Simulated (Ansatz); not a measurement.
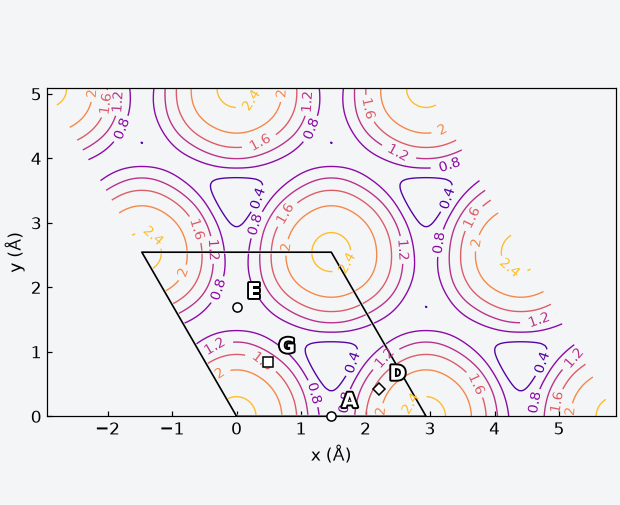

O on a Ti(001) slab cut from the P6_3/mmc phase, its upper half relaxed before the scan (16 atoms of substrate and one adsorbate in a 2 × 2 cell). 
- O is moved over the surface cell; relaxed at each place: the height of the adsorbate's atoms; substrate rigid; the origin of the map has the adsorbate above Ti13.
- Places are given modulo a cell vector. The map is drawn in real space over the plane of the surface.
- The grid has 6 × 6 points; 10 points were computed and 26 follow by symmetry.
- Places are given in fractions of the 1 × 1 surface cell.
- Energies are in eV, from the lowest grid point.
- The runs have no spin polarisation; a magnetic state may lie lower.
- Method: DFT PBE, scalar-relativistic, plane waves, PAW (Ansatz). Settings: cutoff 420 eV, k-mesh 6×6×1, gaussian smearing 0.1 eV, no spin polarisation.

Drawn: contour lines labelled in eV, the outline of one cell of the 2 × 2 shown, lettered points. Between grid points the surface is interpolated.

Q: What kind of point is each of D, E, G: minimum, saddle, maximum or slope?

A: D: on a slope; E: minimum; G: on a slope. (In these two coordinates alone; a stationary point may lie a little off the grid point.)

Q: Rank the lettered points by energy, lowest first.

A: E (0.40 eV), A (0.61 eV), G (1.50 eV), D (1.74 eV).

PAW datasets: the set soft_1.
